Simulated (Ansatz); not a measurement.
## Electronic structure of W3C (slab) in real space

```
W C
1.0
     2.80931    0.00000    0.00000
     0.00000    2.80931    0.00000
     0.00000    0.00000   19.35726
W C
3 1
Direct
  0.50000 0.50000 0.20664
  0.00000 0.00000 0.30627
  0.50000 0.50000 0.40591
  0.50000 0.00000 0.47336
```

A point of a scan over the structure, not its minimum; not relaxed (largest force 0.6 eV/Å); PAW files of the earlier set (soft_1).

These are results of DFT LDA, scalar-relativistic, plane waves, PAW (Ansatz), not measurements.

The density is the valence pseudo-density of a PAW calculation; it isn't the true density close to the nuclei.

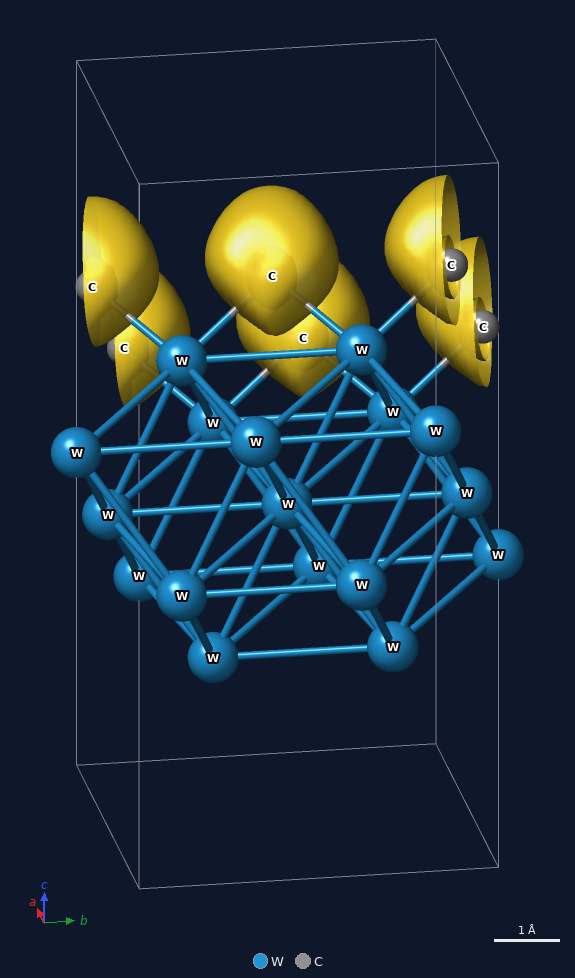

Figure 1. Isosurface of the electron localisation function at 0.65 (yellow), seen at an oblique angle. Core shells and regions of very low density are left out. Sticks mark near contacts.

Identify the bonds, lone pairs and shells in this picture.

The surface consists of one lobe on C, pointing away from the bonds (lone pairs), counted in one cell of 4 atoms. Counts are for one cell; the picture repeats the cell along the surface. Profiles from the grid: W–C (1.92 Å): the ELF peaks at about 0.80 in the valence shell of C, 0.6 Å from its nucleus, and drops to about 0.40 between the two atoms. W–W (2.77 Å): the ELF is about 0.35 at the midpoint.

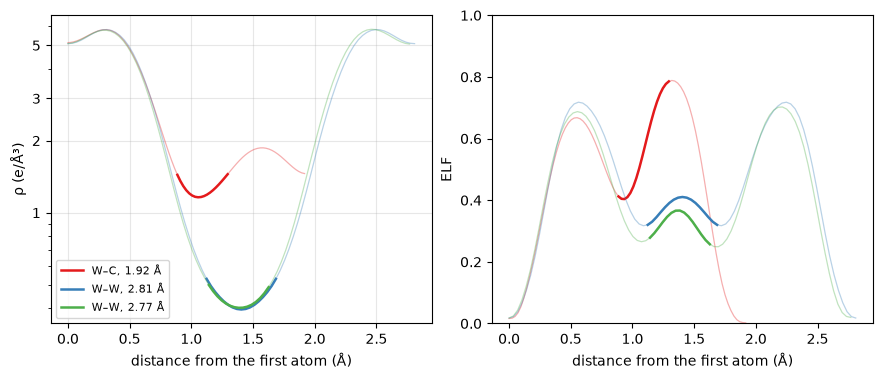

Figure 2. Valence pseudo-density and electron localisation function along straight lines between neighbouring atoms. Thin, pale parts lie inside the atomic spheres.

What can be read from the curves?

W–C (1.92 Å): ρ is about 1.2 e/Å³ halfway; the ELF peaks at about 0.80 in the valence shell of C, 0.6 Å from its nucleus, and drops to about 0.40 between the two atoms.
W–W (2.81 Å): ρ at the midpoint is about 0.39 e/Å³; the ELF is about 0.40 at the midpoint.
W–W (2.77 Å): ρ at the midpoint is about 0.4 e/Å³; the ELF is about 0.35 at the midpoint.

Metal or insulator at this level of theory?

It is gapless in this calculation (a metal or semimetal).
